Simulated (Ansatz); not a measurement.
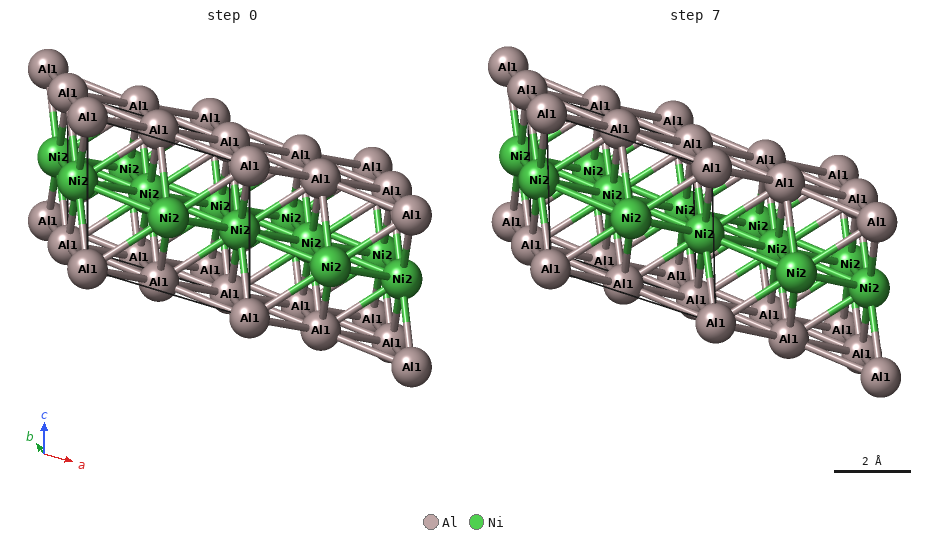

The structure of solid AlNi (set up in C2/m) before (left) and after (right) a relaxation, at one scale.

Style: ball-and-stick. Shown: the conventional cell (2 times the calculation's cell), repeated 2 × 2 × 1 with one cell outlined, slightly off an axis. Lengths and directions refer to the drawn axes.

All numbers below come from DFT PBE, scalar-relativistic, plane waves, PAW in Ansatz. Settings: plane-wave cutoff 420 eV; k-point mesh 18 × 18 × 12; occupations gaussian; smearing width 0.1 eV; no spin polarisation; cell and atoms relaxed; force threshold 0.005 eV/Å; at most 80 steps.

What changed between the two?

Answer. After 5 accepted moves (7 points after the start) the energy has fallen by 4.7 meV per atom. All forces vanish by symmetry, so only the cell relaxes. Pressure: 1.87 GPa at the start and 0.00 GPa at the end. At 2 points the geometry stayed and the basis and grid were re-selected for the new cell (energy shift of 0.1 meV per atom at most each time). No atom moves by more than 0.005 Å relative to the cell. The drawn cell changes as follows: a 4.601 → 4.729 Å (+2.8 %), b 2.789 → 2.731 Å (−2.1 %), c 4.111 → 4.210 Å (+2.4 %), β 109.3° → 112.0°; the volume changes by +1.2 %. Among the contacts that change: Al1–Al1 2.789 → 2.731 Å, Ni2–Ni2 2.789 → 2.731 Å, Ni2–Ni2 (another image) 2.690 → 2.730 Å, Al1–Al1 (another image) 2.690 → 2.730 Å. The space group (tolerance 0.01 Å) goes from C2/m (No. 12) to R-3m (No. 166).
